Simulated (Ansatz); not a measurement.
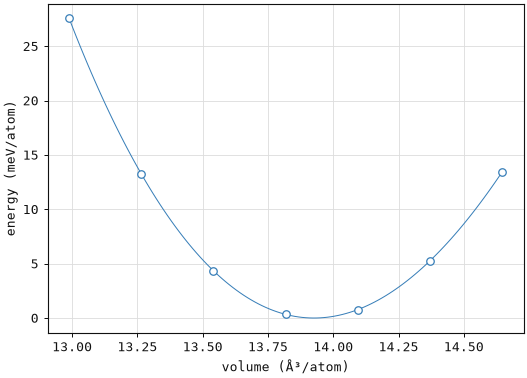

The figure shows the energy against volume.

Method: all-electron LAPW DFT, no spin polarisation; energies at scaled volumes of the given cell, shape and fractions fixed, counted from the fit's minimum, third-order Birch-Murnaghan fit (Ansatz 0.2.0). Level: PBEsol.

Q: For which of these solids was it computed?
A. C, P6_3/mmc (No. 194)
B. CO₂, Cmce (No. 64)
C. Al₂Au, Fm-3m (No. 225)

A: B, CO₂: energy from 0.33 meV/atom to 27.55 meV/atom, V0 13.93 Å³/atom, B0 125 GPa. The others give: Al₂Au, energy from 0.00 meV/atom to 26.33 meV/atom, V0 18.01 Å³/atom, B0 114 GPa; C, energy from 0.73 meV/atom to 35.12 meV/atom, V0 5.617 Å³/atom, B0 451 GPa.

For Al₂Au, limits of the calculation: spin-orbit coupling left out, heavy elements.

For C, limits of the calculation: shape and atomic fractions are frozen while scaling, which makes layered, chain and framework solids too stiff.

For CO₂, limits of the calculation: shape and atomic fractions are frozen while scaling, which makes layered, chain and framework solids too stiff.
